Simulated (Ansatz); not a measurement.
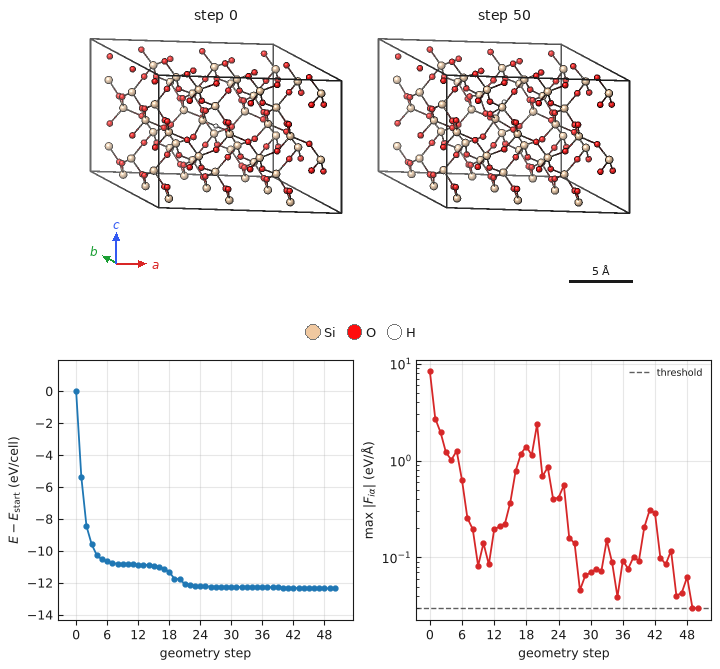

First and last geometry of a relaxation of a defect cell of composition Si$_{54}$O$_{108}$H (cell charge −1), with the history of the run. A ball-and-stick model of the cell of the calculation (origin shifted), seen slightly off an axis.

Computed with Ansatz 0.2.0, DFT, PBEsol, PAW, plane waves. Settings: plane-wave cutoff 420 eV; k-point mesh 1 × 1 × 1; mesh shifted by (0.25, 0.25, 0.25); no spin polarisation; atoms relaxed in a fixed cell; force threshold 0.03 eV/Å; at most 80 steps.

What do the curves and the structures tell?

It converged. After 50 geometry steps the energy has fallen by 12.350 eV per cell of the calculation. Largest force component: 8.3 eV/Å at the start, 0.03 eV/Å at the end. The largest move is that of the H atom, 1.94 Å roughly along [0 1 3]. By element the largest moves are H 1.94 Å, O 0.55 Å, Si 0.43 Å. The cell doesn't change. Some distances before and after: H–O 1.069 → 2.335 Å, O–Si 2.245 → 1.683 Å, H–Si 1.177 → 1.520 Å, O–Si 1.527 → 1.753 Å. New bonds form, among them: O–Si (2.25 → 1.68 Å). Bonds break, among them: H–O (1.07 → 2.34 Å). Bond angles that change, for instance: O–Si–H 95.7° → 172.6°, O–Si–O 119.1° → 89.3°, Si–O–Si 155.8° → 128.2°. The run took 2.4 min on 1 × NVIDIA GB300 Max-Q with 8 threads of Arm Neoverse-V2, peak memory 2.4 GiB.

Limits of the set-up: the cell is charged, on a uniform background, and energies carry no finite-size correction.
